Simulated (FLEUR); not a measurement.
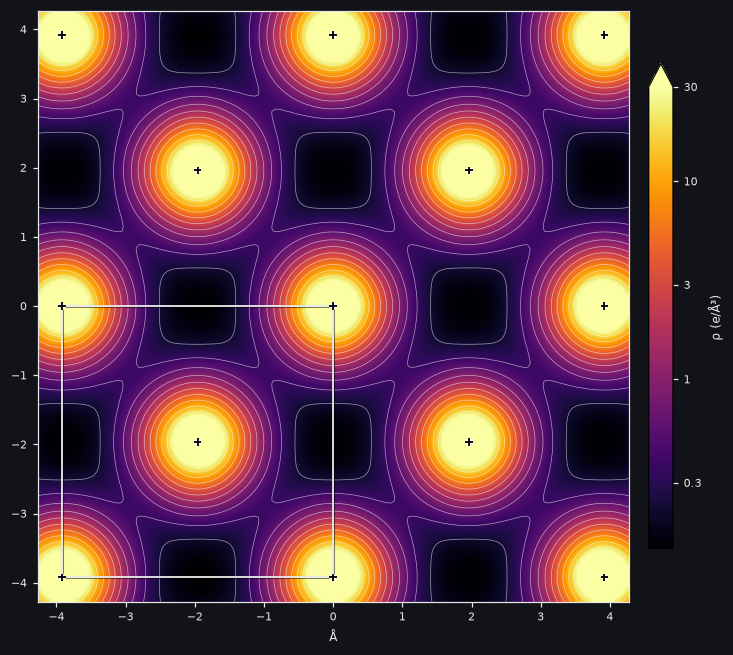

The electron density on a plane through atoms (crosses mark nuclei in the plane).

These are results of Kohn-Sham DFT of a periodic cell, PBEsol, all-electron (FLEUR MaX-R8.1 (later development tree)), not measurements.

Candidates:
A. Pt, a = 3.92 Å, b = 3.92 Å, c = 3.92 Å, α = 90.00°, β = 90.00°, γ = 90.00°. Space group Fm-3m.
B. TaN, a = 5.09 Å, b = 2.94 Å, c = 2.88 Å, α = 90.00°, β = 91.15°, γ = 90.00°. Space group Cm; changed on purpose from its base cell (strain component 4 = 0.02).
C. SnO, a = 3.81 Å, b = 3.81 Å, c = 4.89 Å, α = 90.00°, β = 90.00°, γ = 90.00°. Space group P4/nmm; a structure from a database of computed crystals, not necessarily the ambient phase.

Which candidate gave the map?

Candidate A: Pt on the (010) plane of the conventional cell, which holds Pt. Pt–Pt (2.77 Å): ρ at the midpoint is about 0.38 e/Å³.
